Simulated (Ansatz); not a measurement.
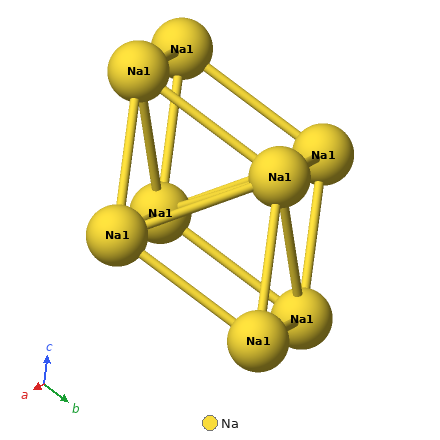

Three computed energy maps of cells of Na. The picture above is the structure of the first map.

Map 1

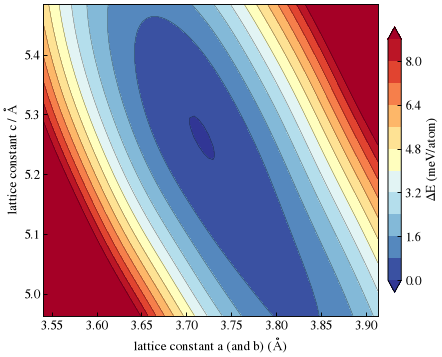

Na (I4/mmm, No. 139; 1 atom in the cell). The energy is mapped over the lattice constants a and c of the conventional cell. First axis: lattice constant a (and b). Second axis: lattice constant c. Nothing is relaxed (symmetry fixes all fractional coordinates). The scan uses a 7 × 7 grid. Points are written as (first, second). All energies are given in meV/atom relative to the lowest grid point. Method: DFT PBEsol, scalar-relativistic, plane waves, PAW in Ansatz. Settings: cutoff 520 eV, k-mesh 16×16×16, gaussian smearing 0.15 eV, no spin polarisation.

Drawn: filled contours, one colour for all values above the top of the scale. Between grid points the surface is interpolated.

Map 2

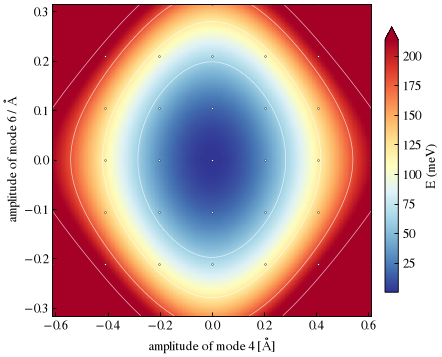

Na (I4/mmm, No. 139; 2 atoms in the cell). The energy is mapped over two normal modes frozen in (zone-centre modes of the 2-atom cell of this scan, which folds in the wave vector (1/2, 1/2, 1/2) of the primitive cell). First axis: amplitude of mode 4 (97 cm⁻¹), largest displacement. Second axis: amplitude of mode 6 (133 cm⁻¹), largest displacement. Nothing is relaxed (the cell and all other modes fixed). Grid: 7 × 7 points; 16 points were computed and 33 follow by symmetry. Points are written as (first, second). Energies are in meV per cell, from the lowest grid point. This map comes from DFT PBEsol, scalar-relativistic, plane waves, PAW (Ansatz). Settings: cutoff 520 eV, k-mesh 12×12×10 in the order of the run's cell vectors, gaussian smearing 0.15 eV, no spin polarisation.

Drawn: a smooth colour map with a few white contour lines, dots at the grid points, one colour for all values above the top of the scale. Between grid points the surface is interpolated.

Map 3

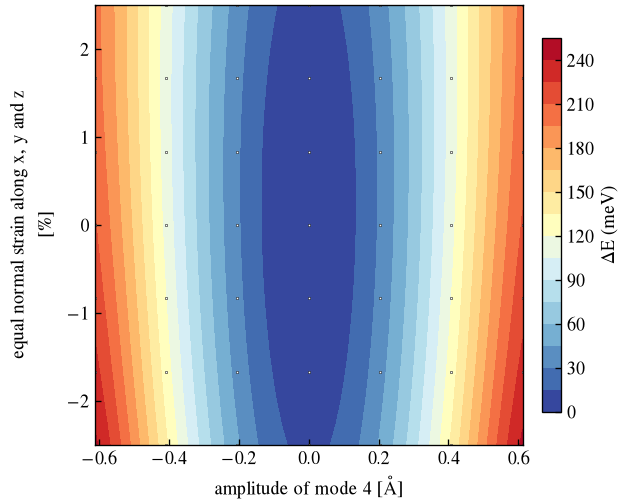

Na (I4/mmm, No. 139; 2 atoms in the cell). The energy is mapped over a normal mode and a strain (zone-centre modes of the 2-atom cell of this scan, which folds in the wave vector (1/2, 1/2, 1/2) of the primitive cell) (x along [1 0 0], y along [0 1 0], z along [0 0 1] of the conventional cell). The first coordinate is: amplitude of mode 4 (97 cm⁻¹), largest displacement in the unstrained cell; the second: equal normal strain along x, y and z. Nothing is relaxed (the pattern is fixed in fractional coordinates). The scan uses a 7 × 7 grid; 28 points were computed and 21 follow by symmetry. Points are written as (first, second). Energies: meV per cell, counted from the lowest grid point. These are results of Ansatz, DFT PBEsol, scalar-relativistic, plane waves, PAW, not measurements. Settings: cutoff 520 eV, k-mesh 12×12×10 in the order of the run's cell vectors, gaussian smearing 0.15 eV, no spin polarisation.

Drawn: filled contours, dots at the grid points. Between grid points the surface is interpolated.

Summarise the maps one by one.

Map 1: The lowest grid point is at (3.727 Å, 5.224 Å). The highest grid point, (3.541 Å, 4.963 Å), lies 23.6 meV/atom above the lowest.
Map 2: The lowest grid point is at (0.000 Å, 0.000 Å). No other kind of well shows on this grid. The highest grid point, (−0.612 Å, −0.316 Å), lies 484 meV above the lowest.
Map 3: The lowest grid point is at (0.000 Å, 0.00 %). No other kind of well shows on this grid. The highest grid point, (−0.612 Å, −2.50 %), lies 243 meV above the lowest.

Maps 1, 2, 3 start from a relaxed reference structure. Do they show a way to lower its energy?

No. In each of them the reference is the lowest point, within the accuracy of the grid, so it is stable against the distortions scanned (other distortions weren't tried).
